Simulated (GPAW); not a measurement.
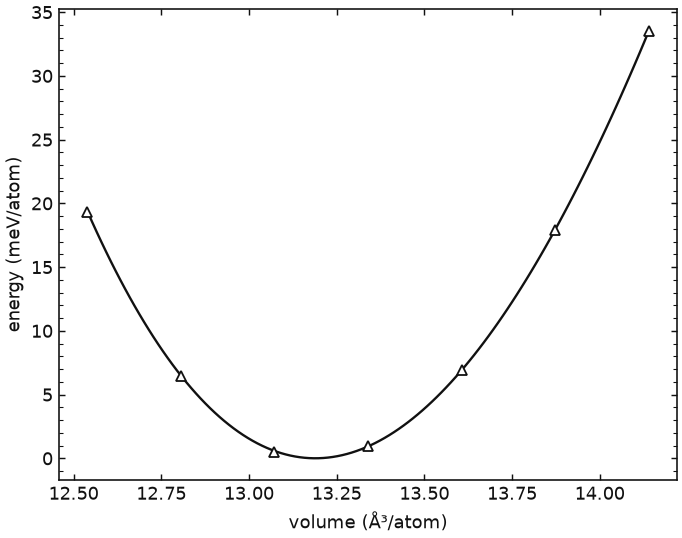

The plot gives the computed energy against volume.

Method: PAW DFT in plane waves, on a grid or in atomic orbitals, collinear spins; energies at scaled volumes of the given cell, shape and fractions fixed, counted from the fit's minimum, third-order Birch-Murnaghan fit (GPAW 26.7.0). Level: PBEsol, collinear spin.

Q: For which of these solids was it computed?
A. MnS, F-43m (No. 216)
B. FeO, R-3m (No. 166)
C. TiNi, Pm-3m (No. 221)

A: C, TiNi: energy from 0.53 meV/atom to 33.55 meV/atom, V0 13.19 Å³/atom, B0 177 GPa. The others give: FeO, energy from 0.06 meV/atom to 54.46 meV/atom, V0 9.692 Å³/atom, B0 211 GPa; MnS, energy from 0.15 meV/atom to 35.45 meV/atom, V0 14.9 Å³/atom, B0 149 GPa.

For FeO, limits of the calculation: shape and atomic fractions are frozen while scaling, which makes layered, chain and framework solids too stiff.

For TiNi, limits of the calculation: nickel data set pressure off other codes.
